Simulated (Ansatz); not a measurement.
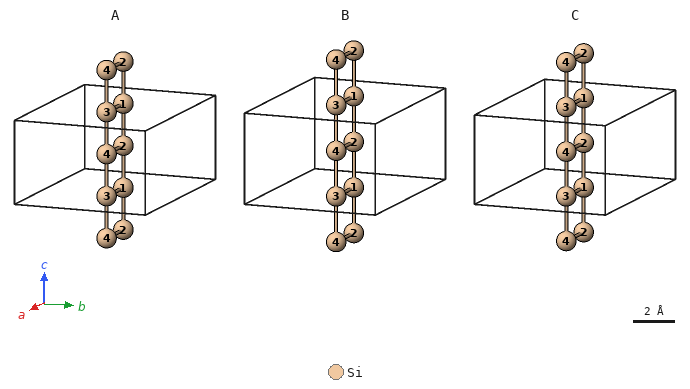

3 geometries from one relaxation of a wire of composition Si, in shuffled order. A ball-and-stick model of the cell of the calculation, with the vacuum cut short, seen slightly off an axis.

Case: ladder chain of atoms.

Theory: DFT PBE, scalar-relativistic, plane waves, PAW (Ansatz). (plane-wave cutoff 420 eV; k-point mesh 1 × 1 × 15; occupations gaussian; smearing width 0.05 eV; collinear spin; cell relaxed at fixed a, b, alpha, beta, gamma; force threshold 0.01 eV/Å; at most 45 steps)

> Put them in the order of the run, from the start to the converged end.

A, C, B. They are steps 0, 2, 8, at +0.659 eV per cell of the calculation, +49.4 meV per cell of the calculation relative to the last. After 6 accepted moves (8 points after the start) the energy has fallen by 0.659 eV per cell of the calculation. The largest force component goes from 0.82 to 0.0089 eV/Å. The line search rejected the trial step at point 5 of the run. At 1 point the geometry stayed and the basis and grid were re-selected for the new cell (energy shift of 3.1 meV per cell of the calculation at most each time). The largest moves relative to the layer's centre, 0.052 Å, are those of Si1, Si2, Si3 and Si4. Along the periodic axis the drawn cell goes c 4.263 → 4.626 Å (+8.5 %). Among the contacts that change: Si1–Si2 2.132 → 2.313 Å, Si1–Si3 2.238 → 2.342 Å. The program noted that the starting moments weren't kept. The run may lie on a higher electronic state than the lowest, so the end point isn't shown to be the ground-state structure. The run took 4.2 min on 2 threads of Intel(R) Xeon(R) Processor @ 2.50GHz (Skylake/Cascade Lake), on a shared host, peak memory 0.68 GiB.

Limits of the set-up: the k-point mesh is coarse for a cell with partly filled bands.
